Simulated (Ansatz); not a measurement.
## Run report: SnO$_{2}$, single-point calculation (part 2 of 2)

Continued. System: SnO$_{2}$ (48 atoms in the cell). Method: DFT PBE, scalar-relativistic, plane waves, PAW, no spin polarisation (Ansatz 0.2.0); cutoff 420 eV, 2×2×2 k-mesh, Gaussian smearing of 0.05 eV. The structure derives from a Materials Project entry.

The program's output, continued:
```
  k-point 0: bands = ["-11.4229", "-11.3726", "-11.3726", "-11.2854", "-11.2044", "-11.1944", "-11.1944", "-11.1944", "-11.1944", "-11.1316", "-11.1316", "-11.1316", "-11.1316", "-11.0625", "-11.0625", "-10.9117", "-10.7873", "-10.7757", "-10.7757", "-10.7757", "-10.7757", "-10.7317", "-10.7317", "-10.6297", "-10.6297", "-10.6297", "-10.6297", "-10.6225", "-10.5679", "-10.5679", "-10.5230", "-10.5089", "-10.4730", "-10.4571", "-10.4571", "-10.4545", "-10.4545", "-10.4545", "-10.4545", "-10.4397",
      "-10.4397", "-10.4397", "-10.4397", "-10.4316", "-10.4131", "-10.4074", "-10.4056", "-10.4056", "-10.3897", "-10.3897", "-10.3764", "-10.3698", "-10.3620", "-10.3620", "-10.3620", "-10.3620", "-10.3528", "-10.3528", "-10.3528", "-10.3528", "-10.3366", "-10.3291", "-10.3291", "-10.3255", "-10.3255", "-10.3246", "-10.3195", "-10.3140", "-10.3134", "-10.3134", "-10.3134", "-10.3134", "-10.3106", "-10.3106", "-10.3106", "-10.3106", "-10.3057", "-10.3022", "-10.3022", "-10.2869",
      "-9.4039", "-8.1007", "-8.1007", "-8.1007", "-8.1007", "-7.9275", "-7.9275", "-7.8040", "-7.8040", "-7.8040", "-7.8040", "-7.7548", "-7.7261", "-7.7261", "-7.5091", "-7.3970", "-7.1589", "-7.0986", "-7.0986", "-6.4415", "-6.4415", "-6.4415", "-6.4415", "-6.1768", "-6.1768", "-6.1768", "-6.1768", "-6.0178", "-5.9615", "-5.7858", "-5.7818", "-5.7818", "1.5023", "2.5184", "2.5278", "2.5278", "2.5278", "2.5278", "2.7016", "2.8299",
      "2.8299", "2.9378", "2.9378", "2.9378", "2.9378", "3.2633", "3.2633", "4.1898", "4.3251", "4.3251", "4.5863", "4.8997", "5.1696", "5.4309", "5.4309", "5.4309", "5.4309", "5.6875", "5.6875", "5.6875", "5.6875", "5.9856", "5.9856", "6.1038", "6.1038", "6.2987", "6.2987", "6.2991", "6.2991", "6.2991", "6.2991", "6.3736", "6.3872", "6.3888", "6.5317", "6.7077", "6.7077", "6.7077", "6.7077", "6.9420",
      "6.9420", "7.0665", "7.2351", "7.2480", "7.3056", "7.3056", "7.3056", "7.3056", "7.4485", "7.4485", "7.4485", "7.4485", "7.8824", "7.9048", "8.1211", "8.1211", "8.1211", "8.1211", "8.1523", "8.2350", "8.2350", "8.3302", "8.3302", "8.3608", "8.3925", "8.3925", "8.3925", "8.3925", "8.5685", "8.5685", "8.6400", "8.6528", "8.6689", "8.6816", "8.6816", "8.9436", "8.9436", "8.9436", "8.9436", "9.0160",
      "9.0160", "9.0160", "9.0160", "9.0627", "9.0627", "9.0941", "9.1277", "9.2326", "10.6120", "14.2366", "14.2366", "14.2380", "14.2380", "14.2380", "14.2380", "14.7893", "14.7893", "14.7893", "14.7893", "15.3282", "15.3282", "15.4242", "15.4958", "16.0819", "16.2920", "17.1693", "17.5243", "17.5243", "17.5243", "17.5243", "17.9163", "17.9293", "17.9293", "18.0613", "18.0613", "18.0613", "18.0613", "18.0948", "18.0948", "19.3075",
      "19.4406"]
  k-point 1: bands = ["-11.3905", "-11.3905", "-11.3134", "-11.3134", "-11.3134", "-11.3134", "-11.1599", "-11.1599", "-11.1523", "-11.1523", "-11.0597", "-11.0597", "-11.0597", "-11.0597", "-11.0304", "-11.0304", "-10.8835", "-10.8835", "-10.7675", "-10.7675", "-10.7675", "-10.7675", "-10.7110", "-10.7110", "-10.5567", "-10.5567", "-10.5567", "-10.5567", "-10.5540", "-10.5540", "-10.5281", "-10.5281", "-10.4660", "-10.4660", "-10.4660", "-10.4660", "-10.4617", "-10.4617", "-10.4391", "-10.4391",
      "-10.4391", "-10.4391", "-10.4307", "-10.4307", "-10.4144", "-10.4144", "-10.4043", "-10.4043", "-10.3911", "-10.3911", "-10.3791", "-10.3791", "-10.3661", "-10.3661", "-10.3661", "-10.3661", "-10.3455", "-10.3455", "-10.3455", "-10.3455", "-10.3369", "-10.3369", "-10.3285", "-10.3285", "-10.3218", "-10.3218", "-10.3185", "-10.3185", "-10.3109", "-10.3109", "-10.3109", "-10.3109", "-10.3055", "-10.3055", "-10.3020", "-10.3020", "-10.3020", "-10.3020", "-10.2946", "-10.2946",
      "-9.0100", "-9.0100", "-8.3066", "-8.3066", "-8.3066", "-8.3066", "-7.8542", "-7.8542", "-7.6127", "-7.6127", "-7.4986", "-7.4986", "-7.4986", "-7.4986", "-7.3910", "-7.3910", "-6.7051", "-6.7051", "-6.7051", "-6.7051", "-6.6143", "-6.6143", "-6.4491", "-6.4491", "-6.2932", "-6.2932", "-6.0682", "-6.0682", "-6.0682", "-6.0682", "-5.7579", "-5.7579", "2.0495", "2.0495", "2.2139", "2.2139", "2.2949", "2.2949", "2.2949", "2.2949",
      "2.9787", "2.9787", "3.6085", "3.6085", "3.6085", "3.6085", "4.3317", "4.3317", "4.7196", "4.7196", "4.7661", "4.7661", "5.1345", "5.1345", "5.1345", "5.1345", "5.4256", "5.4256", "5.4256", "5.4256", "5.4505", "5.4505", "5.4657", "5.4657", "5.9140", "5.9140", "6.1020", "6.1020", "6.1020", "6.1020", "6.3157", "6.3157", "6.5786", "6.5786", "6.5786", "6.5786", "6.7615", "6.7615", "7.1240", "7.1240",
      "7.2625", "7.2625", "7.2625", "7.2625", "7.4027", "7.4027", "7.4778", "7.4778", "7.5840", "7.5840", "7.7752", "7.7752", "7.8077", "7.8077", "7.8077", "7.8077", "8.2701", "8.2701", "8.3149", "8.3149", "8.3792", "8.3792", "8.3792", "8.3792", "8.4928", "8.4928", "8.5111", "8.5111", "8.5112", "8.5112", "8.5112", "8.5112", "8.6103", "8.6103", "8.6168", "8.6168", "8.6168", "8.6168", "8.9106", "8.9106",
      "8.9813", "8.9813", "9.1182", "9.1182", "9.1548", "9.1548", "9.1548", "9.1548", "12.6118", "12.6118", "13.9635", "13.9635", "13.9635", "13.9635", "14.4597", "14.4597", "15.2126", "15.2126", "15.2126", "15.2126", "15.4753", "15.4753", "15.6039", "15.6039", "17.1585", "17.1585", "17.1585", "17.1585", "17.2590", "17.2590", "17.5710", "17.5710", "18.4787", "18.4787", "18.4787", "18.4787", "18.5167", "18.5167", "19.0395", "19.0395",
      "19.0428"]
  k-point 2: bands = ["-11.3594", "-11.3594", "-11.3380", "-11.3380", "-11.2689", "-11.2689", "-11.2231", "-11.2231", "-11.2089", "-11.2089", "-11.0775", "-11.0775", "-11.0107", "-11.0107", "-11.0044", "-11.0044", "-10.8563", "-10.8563", "-10.8308", "-10.8308", "-10.6660", "-10.6660", "-10.6546", "-10.6546", "-10.6479", "-10.6479", "-10.5843", "-10.5843", "-10.5436", "-10.5436", "-10.5305", "-10.5305", "-10.4680", "-10.4680", "-10.4670", "-10.4670", "-10.4553", "-10.4553", "-10.4363", "-10.4363",
      "-10.4247", "-10.4247", "-10.4172", "-10.4172", "-10.4141", "-10.4141", "-10.4126", "-10.4126", "-10.3873", "-10.3873", "-10.3829", "-10.3829", "-10.3824", "-10.3824", "-10.3823", "-10.3823", "-10.3626", "-10.3626", "-10.3400", "-10.3400", "-10.3346", "-10.3346", "-10.3275", "-10.3275", "-10.3212", "-10.3212", "-10.3176", "-10.3176", "-10.3116", "-10.3116", "-10.3039", "-10.3039", "-10.3011", "-10.3011", "-10.3011", "-10.3011", "-10.3006", "-10.3006", "-10.2957", "-10.2957",
      "-8.9741", "-8.9741", "-8.4420", "-8.4420", "-8.2800", "-8.2800", "-7.8643", "-7.8643", "-7.6871", "-7.6871", "-7.5557", "-7.5557", "-7.1387", "-7.1387", "-7.0738", "-7.0738", "-7.0556", "-7.0556", "-6.8537", "-6.8537", "-6.7150", "-6.7150", "-6.4297", "-6.4297", "-6.3030", "-6.3030", "-6.0717", "-6.0717", "-5.8549", "-5.8549", "-5.8389", "-5.8389", "2.0401", "2.0401", "2.1003", "2.1003", "2.3801", "2.3801", "2.5891", "2.5891",
      "2.8011", "2.8011", "3.2408", "3.2408", "4.0212", "4.0212", "4.0871", "4.0871", "4.6815", "4.6815", "4.7349", "4.7349", "4.9786", "4.9786", "5.1426", "5.1426", "5.2767", "5.2767", "5.5712", "5.5712", "5.5932", "5.5932", "5.9352", "5.9352", "5.9388", "5.9388", "6.2054", "6.2054", "6.2820", "6.2820", "6.3161", "6.3161", "6.3195", "6.3195", "6.6624", "6.6624", "6.8275", "6.8275", "6.8959", "6.8959",
      "7.1266", "7.1266", "7.1402", "7.1402", "7.2240", "7.2240", "7.4181", "7.4181", "7.5189", "7.5189", "7.9075", "7.9075", "7.9406", "7.9406", "7.9910", "7.9910", "8.0672", "8.0672", "8.1417", "8.1417", "8.2471", "8.2471", "8.4094", "8.4094", "8.4264", "8.4264", "8.4608", "8.4608", "8.4830", "8.4830", "8.5121", "8.5121", "8.5779", "8.5779", "8.7927", "8.7927", "8.8159", "8.8159", "8.9407", "8.9407",
      "9.0510", "9.0510", "9.1139", "9.1139", "9.1815", "9.1815", "9.1992", "9.1992", "12.6784", "12.6784", "13.6894", "13.6894", "14.2741", "14.2741", "14.3206", "14.3206", "15.2875", "15.2875", "15.3628", "15.3628", "15.3907", "15.3907", "15.6084", "15.6084", "16.7788", "16.7788", "17.2558", "17.2558", "17.5874", "17.5874", "17.6483", "17.6484", "17.6693", "17.6693", "18.5586", "18.5586", "18.6740", "18.6740", "18.6784", "18.6784",
      "19.0200"]
  k-point 4: bands = ["-11.4184", "-11.4184", "-11.2481", "-11.2481", "-11.2332", "-11.2332", "-11.2300", "-11.2300", "-11.2300", "-11.2300", "-11.0790", "-11.0790", "-11.0391", "-11.0391", "-11.0004", "-11.0004", "-10.9139", "-10.9139", "-10.8835", "-10.8835", "-10.6581", "-10.6581", "-10.6581", "-10.6581", "-10.5843", "-10.5843", "-10.5664", "-10.5664", "-10.5202", "-10.5202", "-10.5191", "-10.5191", "-10.4797", "-10.4797", "-10.4555", "-10.4555", "-10.4555", "-10.4555", "-10.4437", "-10.4437",
      "-10.4397", "-10.4397", "-10.4283", "-10.4283", "-10.4144", "-10.4144", "-10.3983", "-10.3983", "-10.3905", "-10.3905", "-10.3860", "-10.3860", "-10.3706", "-10.3706", "-10.3536", "-10.3536", "-10.3395", "-10.3395", "-10.3380", "-10.3380", "-10.3380", "-10.3380", "-10.3331", "-10.3331", "-10.3207", "-10.3207", "-10.3202", "-10.3202", "-10.3124", "-10.3124", "-10.3041", "-10.3041", "-10.3041", "-10.3041", "-10.3029", "-10.3029", "-10.2998", "-10.2998", "-10.2941", "-10.2941",
      "-8.7882", "-8.7882", "-8.7068", "-8.7068", "-8.6055", "-8.6055", "-7.6924", "-7.6924", "-7.6924", "-7.6924", "-7.5214", "-7.5214", "-7.1278", "-7.1278", "-6.8967", "-6.8967", "-6.6976", "-6.6976", "-6.6501", "-6.6501", "-6.6501", "-6.6501", "-6.5984", "-6.5984", "-6.5387", "-6.5387", "-6.1344", "-6.1344", "-6.0861", "-6.0861", "-5.8215", "-5.8215", "1.8428", "1.8428", "1.9504", "1.9504", "2.0245", "2.0245", "3.1413", "3.1413",
      "3.1413", "3.1413", "3.3737", "3.3737", "4.3337", "4.3337", "4.3887", "4.3887", "4.6899", "4.6899", "5.0852", "5.0852", "5.0970", "5.0970", "5.1850", "5.1850", "5.3821", "5.3821", "5.3821", "5.3821", "5.3894", "5.3894", "5.4254", "5.4254", "5.5297", "5.5297", "5.6025", "5.6025", "5.8072", "5.8072", "6.0366", "6.0366", "6.0366", "6.0366", "6.5560", "6.5560", "6.7969", "6.7969", "7.3440", "7.3440",
      "7.3565", "7.3565", "7.4966", "7.4966", "7.6290", "7.6290", "7.6828", "7.6828", "7.7162", "7.7162", "7.7162", "7.7162", "7.8125", "7.8125", "8.1161", "8.1161", "8.1779", "8.1779", "8.2160", "8.2160", "8.2160", "8.2160", "8.2352", "8.2352", "8.3710", "8.3710", "8.4089", "8.4089", "8.4167", "8.4167", "8.4895", "8.4895", "8.5261", "8.5261", "8.8908", "8.8908", "8.8908", "8.8908", "8.9758", "8.9758",
      "9.0138", "9.0138", "9.0789", "9.0789", "9.1554", "9.1554", "9.1973", "9.1973", "13.3256", "13.3256", "13.6920", "13.6920", "13.7929", "13.7929", "14.5249", "14.5249", "14.6832", "14.6832", "14.6832", "14.6832", "15.4625", "15.4625", "16.1490", "16.1490", "17.0426", "17.0426", "17.6853", "17.6853", "17.9081", "17.9081", "17.9275", "17.9275", "17.9275", "17.9275", "18.0099", "18.0099", "18.2497", "18.2497", "18.7320", "18.7320",
      "18.9171"]
```

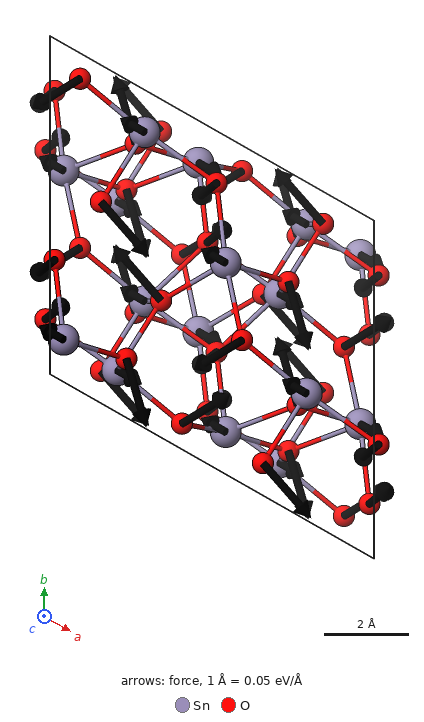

Figure 1. Forces on the atoms as black arrows (ball-and-stick view of the cell of the calculation, along the c axis). The largest act on all 32 O atoms (0.09 eV/Å); all 16 Sn atoms (0.04 eV/Å). Atoms are counted from 1 in the order of the input and aren't labelled in the picture. The geometry is not a stationary point of this energy.

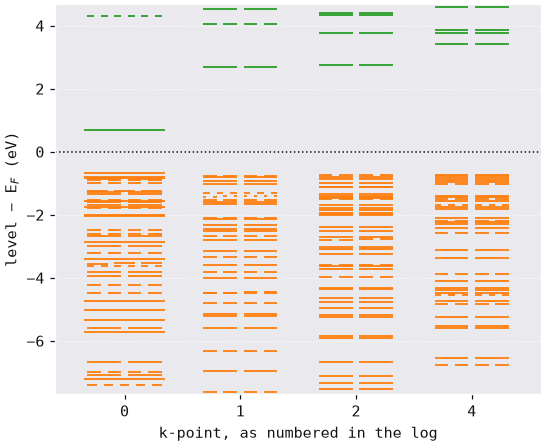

Figure 2. Kohn–Sham levels near the Fermi level (dotted) at the few k-points that the log prints; levels within 0.02 eV of each other stand side by side. Among these points the highest filled and lowest empty levels are 1.38 eV apart, which is the gap on the mesh.

Summary:

- outcome: converged
- space group (tolerance 0.01 Å): Pbcn (60)
- electrons treated: 416
- free energy: −114542.4403 eV
- Fermi energy: 9.922 eV
- gap on the k-point mesh: 1.38 eV
- largest force (length of the vector): 0.088 eV/Å
- hardware: 4 threads of Arm Neoverse V1, 24 GiB of memory available, shared host
- wall time: 14 s (CPU time 55 s)
- peak memory: 3.1 GiB

Notes:

Warnings of the run: the structure was made exactly symmetric.
